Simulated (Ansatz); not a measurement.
# Run report: Ge, single-point calculation

System: Ge (Fd-3m, 2 atoms in the cell).
Method: DFT, PBE with spin-orbit coupling, plane waves, PAW (Ansatz 0.2.0).

The structure was built on a prototype by a generator. The geometry comes from this level: r2SCAN. Figures and captions count atoms from 1; the log counts them from 0 in places.

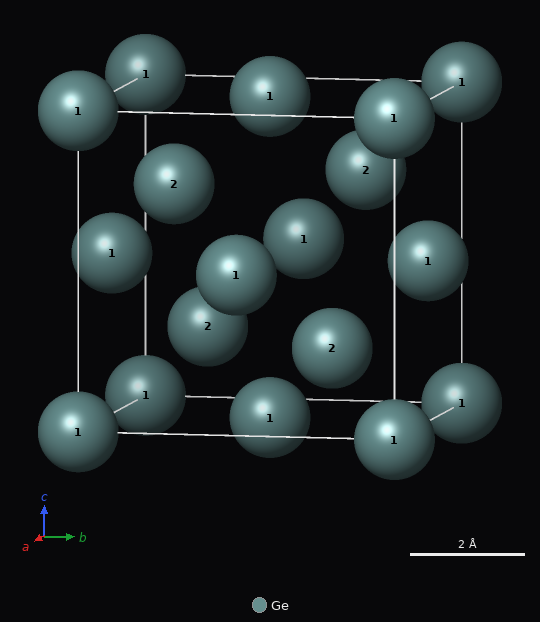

*The input geometry (spheres-only view of the cell 4 times as large as that of the calculation, set on its symmetry axes, seen slightly off an axis; atoms are numbered from 1 in the order of the input).*

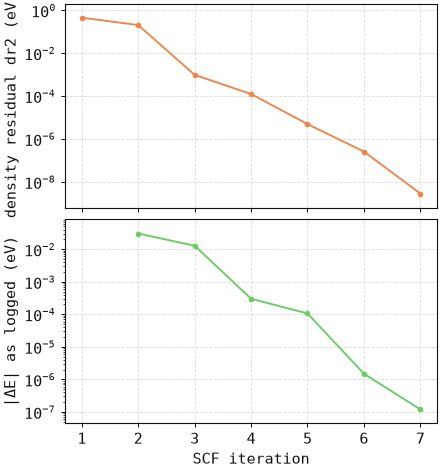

*Convergence of the self-consistent field: density residual dr2 and size of the energy change against the SCF iteration.*

The residual falls at every step.

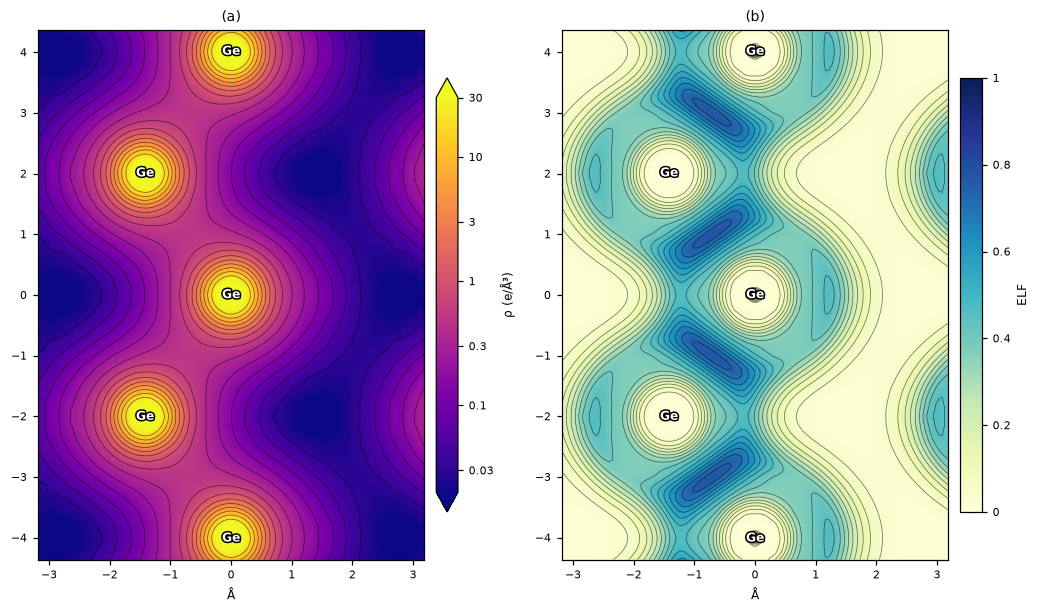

*(a) valence pseudo-density; (b) ELF on the (101) plane of the conventional cell.*

The plane passes through Ge nuclei. Away from the nuclei the density in this plane falls to 0.02 e/Å³ at its lowest. Core electrons are frozen (PAW), so the fields are smoothed inside the atomic spheres.

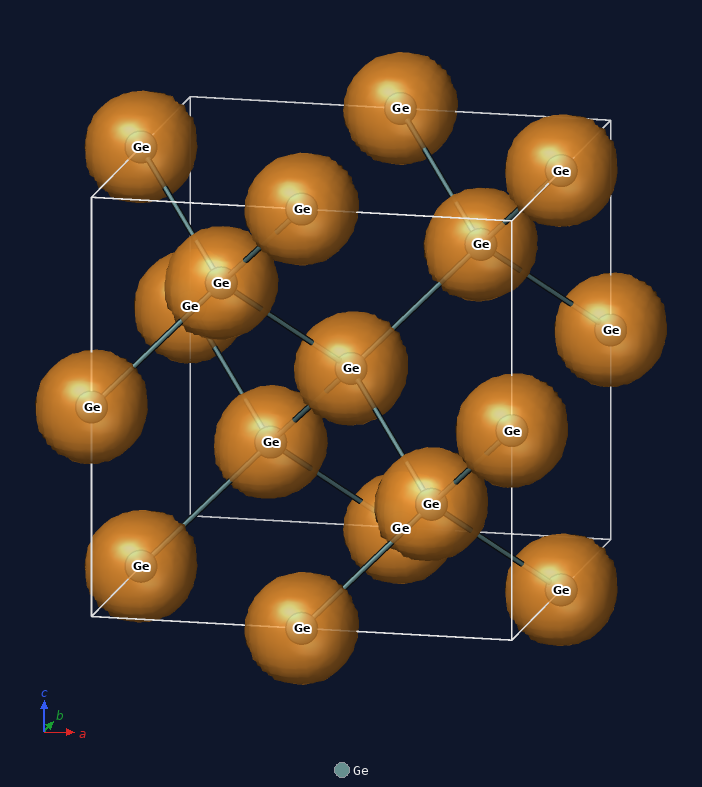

*Isosurface of the valence charge density (pseudo) at 1 e/Å³ (orange), seen slightly off an axis. Sticks mark near contacts. The outline is the cell set on symmetry axes.*

At this value the density breaks into separate islands; it holds about 70 % of the electrons treated as valence (semicore included). It is pinched off along the Ge–Ge (2.46 Å) contacts. On the grid the lowest density along these lines, outside the cores, is 0.5 e/Å³ (Ge–Ge, 2.46 Å).

The input that produced these results follows, with the program's output.

## The input
```yaml
crystal:
  lattice:
    - [0.0, 2.8368735119, 2.8368735119]
    - [2.8368735119, 0.0, 2.8368735119]
    - [2.8368735119, 2.8368735119, 0.0]
  atoms:
    - { symbol: Ge, position: [0.0, 0.0, 0.0] }
    - { symbol: Ge, position: [0.25, 0.25, 0.25] }
kpoints:
  mp_grid: { grid: [8, 8, 8] }
  band_path:
    path:
      - [0.0, 0.0, 0.0]
      - [0.5, 0.0, 0.5]
      - [0.625, 0.25, 0.625]
      - [0.375, 0.375, 0.75]
      - [0.5, 0.5, 0.5]
      - [0.5, 0.25, 0.75]
    npoints: 1
hamiltonian:
  xc: pbe
scf:
  occupations: { method: fermi_dirac, width: 0.02 }
  n_extra_bands: 8
magnetization:
  noncollinear: true
  spin_orbit: true
output:
  forces: true
  stress: true
  eigenvalues: true
  write_density: true
  write_potential: true
  elf: true
  volumetric_format: npy
```

Launched with:
```bash
ansatz run input.yaml --threads 4 --pin off --max-ram 7372MiB --backend cpu --events-out ev --progress --plain --runs-dir out
```

## What the program printed
```
scf.n_extra_bands = 8 over 28 filled bands (N_el = 28.0): the run solves 36 bands
Engine: ansatz 0.2.0, aarch64-unknown-linux-gnu
Pseudopotentials: kind: paw_fr
Pseudopotential: Ge, paw_fr, valence charge 14, recommended cutoff 420 eV (normal), Ge.paw.azcp#standard-fr
Functional definition: PBE
  parameter kappa = 0.804
  parameter beta = 0.06672455060314922
  exchange = pbe_x(kappa = kappa, mu = beta*pi^2/3)
  correlation = pbe_c(beta = beta)
non-collinear run that drives no moment, with spin-orbit: no starting moment large enough to seed its density (crystal.atoms[].spin), no starting occupations that ask for one, no magnetisation constraint and no magnetic field, so the semilocal B_xc is pinned to zero
Crystal: 2 atoms, lattice volume = 45.661 Å³
Basis set: ecut = 420 eV, 893 PW (Γ), exchange–correlation on 54×54×54 points (8 copies of the dense FFT grid, shifted against one another)
Bands: 36, of which v1, the nominal top of the filled ones, is band 28 counted from 1 (27 counted from 0)
Symmetry: 48 space group operations + 48 with time reversal
Magnetic group: BNS 227.129 (UNI 1631), of the structure as read, at distance tolerance 3.6e-5 Å
k-points: 29 of 512
Projection manifold: j_resolved (fully-relativistic pseudo-atomic orbitals)
Non-local potential: Ge, projectors of the file, l = 0: 2, l = 1: 4, l = 2: 6, l = 3: 2
PAW form: soft (Blöchl's): semilocal exchange-correlation on the pseudo side does not see the compensation charge
PAW one-centre angular grid: Ge, 590 points (default); XC on 64 Gauss nodes
Initial density: superposition of atomic densities (chi_scale 0.1, normalization cell)
Initial wavefunctions: pseudopotential atomic-orbital guess
Functional: x = pbe(κ = 0.804, μ = 0.2195149727645171), c = pbe(β = 0.06672455060314922)
SCF iter   1: F=—  HF=-8590.181454 eV  |F-HF|=—  |Δ(HF+E_count)|=         —  Δρ=3.41e-2  dr2=4.48e-1  dr2_m=0.00e0 (ungated)  ethr=3.10e-3  |M|=0.00e0 ∫|m|=0.00e0 μB  |m|>n=0.0e0 m-floor=0.0e0 τ_xc=0.0e0  β_m=0.30  ⟨swp⟩=7.0  Hψ=2468  notcnv=0
preconditioner: auto → none  [insulator: Δε(μ)=0.207 eV  Ē_g=23.326 eV  σ=0.020 eV  W_gap=0.51  n_scr=14 (ndim 8)  ℏωp=29.1 eV  f_vac=0.000  D(μ)=0.10/eV (n_scr^D=0)  ε∞_Penn≈2.6]
SCF iter   2: F=—  HF=-8590.151124 eV  |F-HF|=—  |Δ(HF+E_count)|=   3.03e-2  Δρ=2.35e-2  dr2=2.02e-1  dr2_m=0.00e0 (ungated)  ethr=1.60e-3  |M|=0.00e0 ∫|m|=0.00e0 μB  |m|>n=0.0e0 m-floor=0.0e0 τ_xc=0.0e0  β_m=0.61  ⟨swp⟩=1.0  Hψ=638  notcnv=0  defer=12
SCF iter   3: F=—  HF=-8590.138286 eV  |F-HF|=—  |Δ(HF+E_count)|=   1.28e-2  Δρ=2.72e-3  dr2=9.61e-4  dr2_m=0.00e0 (ungated)  ethr=7.20e-4  |M|=0.00e0 ∫|m|=0.00e0 μB  |m|>n=0.0e0 m-floor=0.0e0 τ_xc=0.0e0  β_m=0.68  ⟨swp⟩=2.8  Hψ=658  notcnv=0  defer=78
SCF iter   4: F=—  HF=-8590.137986 eV  |F-HF|=—  |Δ(HF+E_count)|=   3.00e-4  Δρ=5.70e-4  dr2=1.23e-4  dr2_m=0.00e0 (ungated)  ethr=3.43e-6  |M|=0.00e0 ∫|m|=0.00e0 μB  |m|>n=0.0e0 m-floor=0.0e0 τ_xc=0.0e0  β_m=0.62  ⟨swp⟩=2.0  Hψ=956  notcnv=0  defer=88
SCF iter   5: F=—  HF=-8590.137881 eV  |F-HF|=—  |Δ(HF+E_count)|=   1.06e-4  Δρ=1.19e-4  dr2=4.88e-6  dr2_m=0.00e0 (ungated)  ethr=4.41e-7  |M|=0.00e0 ∫|m|=0.00e0 μB  |m|>n=0.0e0 m-floor=0.0e0 τ_xc=0.0e0  β_m=0.76  ⟨swp⟩=2.0  Hψ=885  notcnv=0  defer=88
SCF iter   6: F=—  HF=-8590.137882 eV  |F-HF|=—  |Δ(HF+E_count)|=   1.49e-6  Δρ=3.15e-5  dr2=2.54e-7  dr2_m=0.00e0 (ungated)  ethr=1.74e-8  |M|=0.00e0 ∫|m|=0.00e0 μB  |m|>n=0.0e0 m-floor=0.0e0 τ_xc=0.0e0  β_m=0.88  ⟨swp⟩=2.0  Hψ=888  notcnv=0  defer=88
SCF iter   7: F=-8590.137882 eV  HF=-8590.137882 eV  |F-HF|=4.80e-9  |Δ(HF+E_count)|=   1.19e-7  Δρ=3.62e-6  dr2=2.81e-9  dr2_m=0.00e0 (ungated)  ethr=3.57e-10  |M|=0.00e0 ∫|m|=0.00e0 μB  |m|>n=0.0e0 m-floor=0.0e0 τ_xc=0.0e0  ⟨swp⟩=12.5  Hψ=3371  notcnv=0
SCF 1 converged in 7 iterations: F = -8590.137882 eV  dr2 = 2.81e-9
  greatest PAW one-centre occupation: 0.998 electrons in one spin orbital (limit 2), on the Ge atom at site 0 (counted from 0), in its partial waves of l = 2
NSCF: frozen V_eff on 6 k-points
SCF converged after 7 iterations
Magnetization: |M| = 0.0000 μB,  M = (+0.0000, +0.0000, +0.0000) μB
Absolute magnetization: 0.0000 μB (∫|m|)
  site 0: m = (+0.0000, +0.0000, +0.0000) μB, |m| = 0.0000 μB  (R = 1.01 Å)
  site 1: m = (+0.0000, +0.0000, +0.0000) μB, |m| = 0.0000 μB  (R = 1.01 Å)
Free energy (F): -8590.137882 eV
Harris-Foulkes:  -8590.137882 eV  (|F-HF|=4.80e-9)
Internal energy: -8590.137725 eV  (E = F + TS)
E sigma→0 (E₀):  -8590.137803 eV
Entropy (-TS):   -0.000157 eV (-0.079 meV/atom)
Fermi energy:    8.556929 eV
--- Per-component energies (eV) ---
  E_band       = -300.906913
  E_kinetic    = 223.058788
  E_local      = -4953.138177  (includes V_loc(G=0)·N_el)
  E_nonlocal   = 837.486945
  E_hartree    = 2173.640165
  E_xc         = -151.207144
  E_vxc        = -129.300766  (∫ρ·V_xc dr)
  E_paw        = -4040.387583  (= ΣΔE_a)
  E_vpaw       = -626.290652  (= ΣTr[D̂ρ^β])
  E_aug_tail   = 0.000815  (compensation charges beyond the density's cutoff)
  E_ewald      = -2679.591534
  E_smearing   = -0.000157  (= −TS)
  E_closure    = -0.000000  (closes the sum)
  Σ components = -8590.137882   (vs F -8590.137882, Δ=0.00e0)
--- Forces (eV/Å), atoms counted from 1 ---
  atom   1  Ge    -0.00000000    -0.00000000    -0.00000000
  atom   2  Ge    -0.00000000    -0.00000000    -0.00000000
  max |Σ_I F_I| component: 7.86e-17 eV/Å
--- Stress (GPa, compression-positive) ---
        3.029493      -0.000000       0.000000
       -0.000000       3.029493       0.000000
       -0.000000       0.000000       3.029493
  P = ⅓ Tr σ = 3.0295 GPa (30.295 kbar)
--- Band table (eV; the first three rows and the last of 29) ---
  k-point 0: bands = ["-16.5884", "-16.5884", "-16.5884", "-16.5884", "-16.5268", "-16.5268", "-16.5268", "-16.5268", "-16.0875", "-16.0875", "-15.9493", "-15.9493", "-15.9493", "-15.9493", "-15.9083", "-15.9083", "-15.9083", "-15.9083", "-15.8410", "-15.8410", "-4.2414", "-4.2414", "8.2701", "8.2701", "8.4220", "8.4220", "8.5629", "8.5629", "8.5629", "8.5629", "10.8686", "10.8686", "11.0811", "11.0811", "11.0811", "11.0811"]
  k-point 1: bands = ["-16.5897", "-16.5897", "-16.5858", "-16.5858", "-16.5292", "-16.5292", "-16.5249", "-16.5249", "-16.0812", "-16.0812", "-15.9606", "-15.9606", "-15.9548", "-15.9548", "-15.9020", "-15.9020", "-15.8999", "-15.8999", "-15.8436", "-15.8436", "-4.0526", "-4.0526", "6.0972", "6.0972", "8.0379", "8.0379", "8.2284", "8.2284", "9.4641", "9.4641", "11.3827", "11.3827", "11.5275", "11.5275", "11.9295", "11.9295"]
  k-point 2: bands = ["-16.5922", "-16.5922", "-16.5789", "-16.5789", "-16.5355", "-16.5355", "-16.5208", "-16.5208", "-16.0648", "-16.0648", "-15.9813", "-15.9813", "-15.9643", "-15.9643", "-15.8904", "-15.8904", "-15.8870", "-15.8870", "-15.8504", "-15.8504", "-3.5051", "-3.5051", "3.7601", "3.7601", "7.4973", "7.4973", "7.6836", "7.6836", "9.1072", "9.1072", "12.0150", "12.0150", "12.1505", "12.1505", "14.0521", "14.0521"]
  k-point 28: bands = ["-16.5925", "-16.5925", "-16.5763", "-16.5763", "-16.5409", "-16.5409", "-16.5111", "-16.5111", "-16.0333", "-16.0333", "-15.9926", "-15.9926", "-15.9592", "-15.9592", "-15.9478", "-15.9478", "-15.8682", "-15.8682", "-15.8297", "-15.8297", "-0.3033", "-0.3033", "-0.2796", "-0.2796", "4.5645", "4.5645", "4.6393", "4.6393", "12.6793", "12.6793", "12.8154", "12.8154", "13.1758", "13.1758", "13.1829", "13.1829"]
```

## File rho_z.tsv
```
# z_ang	rho[e/angstrom^3]	m_x[e/angstrom^3]	m_y[e/angstrom^3]	m_z[e/angstrom^3]	m_norm[e/angstrom^3]
# format = ansatz-planar-average/11
# lattice	0.000000000	2.836873512	2.836873512
# lattice	2.836873512	0.000000000	2.836873512
# lattice	2.836873512	2.836873512	0.000000000
# sites	2
# site	32	0.000000000	0.000000000	0.000000000
# site	32	1.418436756	1.418436756	1.418436756
0.000000	1.463233e0	0.000000e0	0.000000e0	0.000000e0	0.000000e0
0.148591	1.331780e0	0.000000e0	0.000000e0	0.000000e0	0.000000e0
0.297181	1.023712e0	0.000000e0	0.000000e0	0.000000e0	0.000000e0
0.445772	8.141268e-1	0.000000e0	0.000000e0	0.000000e0	0.000000e0
0.594362	8.464012e-1	0.000000e0	0.000000e0	0.000000e0	0.000000e0
0.742953	1.101077e0	0.000000e0	0.000000e0	0.000000e0	0.000000e0
0.891543	1.391986e0	0.000000e0	0.000000e0	0.000000e0	0.000000e0
1.040134	1.443059e0	0.000000e0	0.000000e0	0.000000e0	0.000000e0
1.188724	1.168342e0	0.000000e0	0.000000e0	0.000000e0	0.000000e0
1.337315	7.661599e-1	0.000000e0	0.000000e0	0.000000e0	0.000000e0
1.485906	4.547986e-1	0.000000e0	0.000000e0	0.000000e0	0.000000e0
1.634496	2.814368e-1	0.000000e0	0.000000e0	0.000000e0	0.000000e0
1.783087	1.956189e-1	0.000000e0	0.000000e0	0.000000e0	0.000000e0
1.931677	1.512204e-1	0.000000e0	0.000000e0	0.000000e0	0.000000e0
2.080268	1.260419e-1	0.000000e0	0.000000e0	0.000000e0	0.000000e0
2.228858	1.117580e-1	0.000000e0	0.000000e0	0.000000e0	0.000000e0
2.377449	1.041138e-1	0.000000e0	0.000000e0	0.000000e0	0.000000e0
2.526039	1.018962e-1	0.000000e0	0.000000e0	0.000000e0	0.000000e0
2.674630	1.055349e-1	0.000000e0	0.000000e0	0.000000e0	0.000000e0
2.823221	1.145738e-1	0.000000e0	0.000000e0	0.000000e0	0.000000e0
2.971811	1.311083e-1	0.000000e0	0.000000e0	0.000000e0	0.000000e0
3.120402	1.599849e-1	0.000000e0	0.000000e0	0.000000e0	0.000000e0
3.268992	2.118427e-1	0.000000e0	0.000000e0	0.000000e0	0.000000e0
3.417583	3.142302e-1	0.000000e0	0.000000e0	0.000000e0	0.000000e0
3.566173	5.187554e-1	0.000000e0	0.000000e0	0.000000e0	0.000000e0
3.714764	8.641183e-1	0.000000e0	0.000000e0	0.000000e0	0.000000e0
3.863354	1.259718e0	0.000000e0	0.000000e0	0.000000e0	0.000000e0
```

## File v_z.tsv
```
# z_ang	v_es[eV]	v_tot[eV]	b_x[eV]	b_y[eV]	b_z[eV]
# format = ansatz-planar-average/11
# xc	pbe
# density_cutoff_ev	1680
# datasets	Ge=:simpson_from_first_knot:soft
# lattice	0.000000000	2.836873512	2.836873512
# lattice	2.836873512	0.000000000	2.836873512
# lattice	2.836873512	2.836873512	0.000000000
# sites	2
# site	32	0.000000000	0.000000000	0.000000000
# site	32	1.418436756	1.418436756	1.418436756
0.000000	5.597792e-1	-1.054343e1	0.000000e0	0.000000e0	0.000000e0
0.148591	-3.481387e-1	-1.175479e1	0.000000e0	0.000000e0	0.000000e0
0.297181	-9.662725e-1	-1.259142e1	0.000000e0	0.000000e0	0.000000e0
0.445772	-1.242413e0	-1.299014e1	0.000000e0	0.000000e0	0.000000e0
0.594362	-1.204047e0	-1.293294e1	0.000000e0	0.000000e0	0.000000e0
0.742953	-8.440327e-1	-1.242194e1	0.000000e0	0.000000e0	0.000000e0
0.891543	-1.431782e-1	-1.148289e1	0.000000e0	0.000000e0	0.000000e0
1.040134	8.133400e-1	-1.019766e1	0.000000e0	0.000000e0	0.000000e0
1.188724	1.856378e0	-8.719145e0	0.000000e0	0.000000e0	0.000000e0
1.337315	2.931765e0	-7.119338e0	0.000000e0	0.000000e0	0.000000e0
1.485906	4.091732e0	-5.354623e0	0.000000e0	0.000000e0	0.000000e0
1.634496	5.331981e0	-3.458206e0	0.000000e0	0.000000e0	0.000000e0
1.783087	6.632504e0	-1.542964e0	0.000000e0	0.000000e0	0.000000e0
1.931677	7.929381e0	2.580011e-1	0.000000e0	0.000000e0	0.000000e0
2.080268	9.049114e0	1.763846e0	0.000000e0	0.000000e0	0.000000e0
2.228858	9.805664e0	2.788729e0	0.000000e0	0.000000e0	0.000000e0
2.377449	1.019547e1	3.330621e0	0.000000e0	0.000000e0	0.000000e0
2.526039	1.029763e1	3.474014e0	0.000000e0	0.000000e0	0.000000e0
2.674630	1.012695e1	3.234597e0	0.000000e0	0.000000e0	0.000000e0
2.823221	9.654341e0	2.581458e0	0.000000e0	0.000000e0	0.000000e0
2.971811	8.798002e0	1.427117e0	0.000000e0	0.000000e0	0.000000e0
3.120402	7.613227e0	-1.729045e-1	0.000000e0	0.000000e0	0.000000e0
3.268992	6.303474e0	-2.016643e0	0.000000e0	0.000000e0	0.000000e0
3.417583	5.015576e0	-3.938938e0	0.000000e0	0.000000e0	0.000000e0
3.566173	3.793140e0	-5.811600e0	0.000000e0	0.000000e0	0.000000e0
3.714764	2.656574e0	-7.533129e0	0.000000e0	0.000000e0	0.000000e0
3.863354	1.593893e0	-9.099761e0	0.000000e0	0.000000e0	0.000000e0
```

## Summary

```tsv
quantity	value
outcome	converged
space group (tolerance 0.01 Å)	Fd-3m (227)
electrons treated	28
free energy	−8590.1379 eV
Fermi energy	8.557 eV
band gap	none (metallic)
net moment of the cell	0.00 μB
integrated absolute moment	0.00 μB
pressure	3.03 GPa
largest force (length of the vector)	under 0.001 eV/Å
hardware	4 threads of Arm Neoverse V1, 24 GiB of memory available, shared host
wall time	4.1 s (CPU time 14 s)
peak memory	0.49 GiB
```
